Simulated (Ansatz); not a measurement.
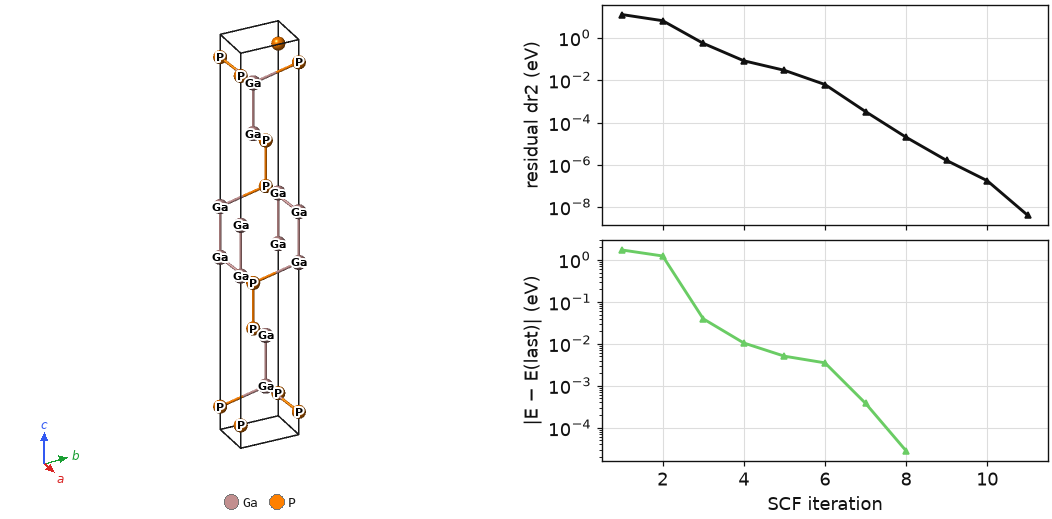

Beside the plot: the structure in its conventional cell.

The plot shows the SCF iterations of a calculation: density residual dr2, distance of the Harris–Foulkes energy from its last value. Energy differences below 3 × 10⁻⁶ eV aren't drawn.

GaP (4 atoms in the cell), run with Ansatz.

```
crystal:
  lattice:
    - [1.9176505602, 1.1071560671, 6.3713008759]
    - [-1.9176505602, 1.1071560671, 6.3713008759]
    - [0.0, -2.2143121342, 6.3713008759]
  atoms:
    - { symbol: Ga, position: [0.4357859913, 0.4357859913, 0.4357859913] }
    - { symbol: Ga, position: [0.5642140087, 0.5642140087, 0.5642140087] }
    - { symbol: P, position: [0.0576263665, 0.0576263665, 0.0576263665] }
    - { symbol: P, position: [0.9423736335, 0.9423736335, 0.9423736335] }
basis:
  ecutwfc: 420
kpoints:
  mp_grid: { grid: [12, 12, 12] }
hamiltonian:
  xc: pbe
  dispersion: d3bj
  hubbard: { sites: [{ species: Ga, l: p, u_eff: 40.0 }] }
scf:
  occupations: { method: gaussian, width: 0.02 }
  max_iter: 100
output:
  forces: true
  eigenvalues: true
  stress: true
```

Run as:
```bash
ansatz run input.yaml --threads 1 --pin off --max-ram 2560MiB --backend cpu --events-out ev --progress --plain --runs-dir out
```

Q: Did the calculation converge?

A: Converged, in 11 iterations. The residual falls at every step. From the first spectrum the program read the system as a metal and chose the Kerker preconditioner.

Q: What is the residual at the start and at the end?

A: It starts near 10 and ends near 4 × 10⁻⁹ eV.

Q: Is anything amiss with this input?

A: The input holds a fault (an enormous or negative U). The SCF closed all the same, which doesn't make the results meaningful for the real system.
